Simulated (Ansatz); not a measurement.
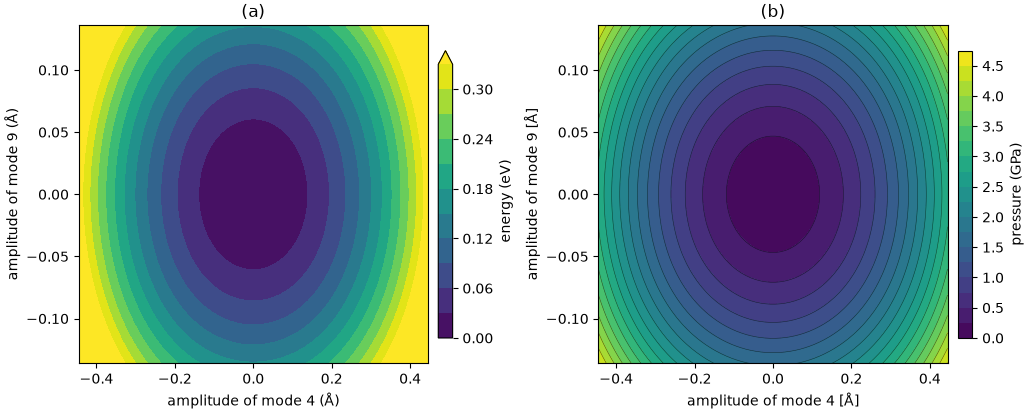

Al₂Cu (P4/mmm, No. 123; 3 atoms in the cell). The energy is mapped over two normal modes frozen in (zone-centre modes of the 3-atom cell of this scan). Coordinates scanned: (1) amplitude of mode 4 (149 cm⁻¹), largest displacement; (2) amplitude of mode 9 (353 cm⁻¹), largest displacement. Nothing is relaxed (the cell and all other modes fixed). The grid has 7 × 7 points; 16 points were computed and 33 follow by symmetry. Points are written as (first, second). All energies are given in eV per cell relative to the lowest grid point. Theory: Ansatz 0.2.0, DFT PBEsol, scalar-relativistic, plane waves, PAW. Settings: cutoff 520 eV, k-mesh 10×10×14 in the order of the run's cell vectors, gaussian smearing 0.15 eV, no spin polarisation.

Panel (a) is the energy and panel (b) the computed pressure on the same grid.

Drawn: filled contours, one colour for all values above the top of the scale. Between grid points the surface is interpolated.

How does the pressure vary over the map, and what is it at the lowest grid point?

It runs from 0.06 GPa at (0.000 Å, 0.000 Å) to 4.52 GPa at (−0.445 Å, −0.136 Å). At the lowest grid point, (0.000 Å, 0.000 Å), it is 0.06 GPa.

| second ↓, first → | −0.445 | −0.297 | −0.148 | 0.000 | 0.148 | 0.297 | 0.445 |
| --- | --- | --- | --- | --- | --- | --- | --- |
| 0.136 | 4.52 | 2.89 | 1.99 | 1.70 | 1.99 | 2.89 | 4.52 |
| 0.091 | 3.64 | 2.00 | 1.08 | 0.79 | 1.08 | 2.00 | 3.64 |
| 0.045 | 3.12 | 1.47 | 0.54 | 0.24 | 0.54 | 1.47 | 3.12 |
| 0.000 | 2.94 | 1.29 | 0.36 | 0.06 | 0.36 | 1.29 | 2.94 |
| −0.045 | 3.12 | 1.47 | 0.54 | 0.24 | 0.54 | 1.47 | 3.12 |
| −0.091 | 3.64 | 2.00 | 1.08 | 0.79 | 1.08 | 2.00 | 3.64 |
| −0.136 | 4.52 | 2.89 | 1.99 | 1.70 | 1.99 | 2.89 | 4.52 |

PAW datasets: the set soft_1.
